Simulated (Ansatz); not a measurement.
Start from this file.

```yaml
crystal:
  lattice:
    - [5.48733, 0.00000, 0.00000]
    - [0.00000, 5.48733, 0.00000]
    - [0.00000, 0.00000, 7.80854]
  atoms:
    - { symbol: Sr, position: [0.00000, 0.50000, 0.25000] }
    - { symbol: Sr, position: [0.50000, 0.00000, 0.25000] }
    - { symbol: Ti, position: [0.00000, 0.00000, 0.00000] }
    - { symbol: Ti, position: [0.50000, 0.50000, 0.00000] }
    - { symbol: O, position: [0.72540, 0.22540, 0.00000] }
    - { symbol: O, position: [0.77460, 0.72540, 0.00000] }
    - { symbol: O, position: [0.22540, 0.27460, 0.00000] }
    - { symbol: O, position: [0.50000, 0.50000, 0.25000] }
    - { symbol: O, position: [0.27460, 0.77460, 0.00000] }
    - { symbol: O, position: [0.00000, 0.00000, 0.25000] }
    - { symbol: Sr, position: [0.50000, 0.00000, 0.75000] }
    - { symbol: Sr, position: [0.00000, 0.50000, 0.75000] }
    - { symbol: Ti, position: [0.50000, 0.50000, 0.50000] }
    - { symbol: Ti, position: [0.00000, 0.00000, 0.50000] }
    - { symbol: O, position: [0.22540, 0.72540, 0.50000] }
    - { symbol: O, position: [0.27460, 0.22540, 0.50000] }
    - { symbol: O, position: [0.72540, 0.77460, 0.50000] }
    - { symbol: O, position: [0.00000, 0.00000, 0.75000] }
    - { symbol: O, position: [0.77460, 0.27460, 0.50000] }
    - { symbol: O, position: [0.50000, 0.50000, 0.75000] }
```

Work out the structure from the coordinates.

Answer. Chemical formula SrTiO3. The atoms follow space group I4/mcm (No. 140); the Bravais lattice is body-centred tetragonal. Counting shared atoms by their share gives 4 Sr, 4 Ti, 12 O, or 20 atoms. Each Sr is bonded to twelve O in a distorted cuboctahedral arrangement at 2.62 to 2.89 Å. Around each Ti lie six O in an octahedral arrangement at 1.95 Å. O sits among four Sr and two Ti in a distorted octahedral arrangement (2.62 to 2.89 Å to Sr, 1.95 Å to Ti). The bonds build a three-dimensional framework.

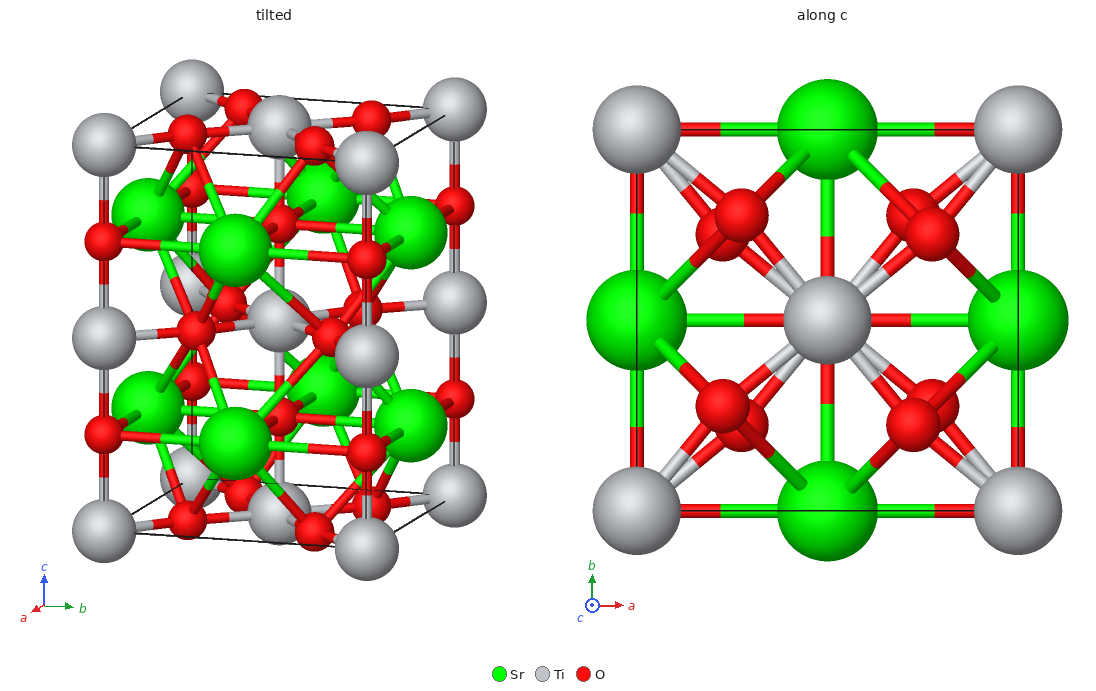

Drawn in the ball-and-stick manner and seen slightly off an axis and along the c axis. The frame is the conventional unit cell; atoms at its boundary are shown with their periodic copies. Colours: strontium green, titanium light grey, oxygen red.

The structure comes from a structure listed in the Materials Project. It is drawn as it came out of a relaxation with DFT, PBEsol, plane waves, PAW in Ansatz.
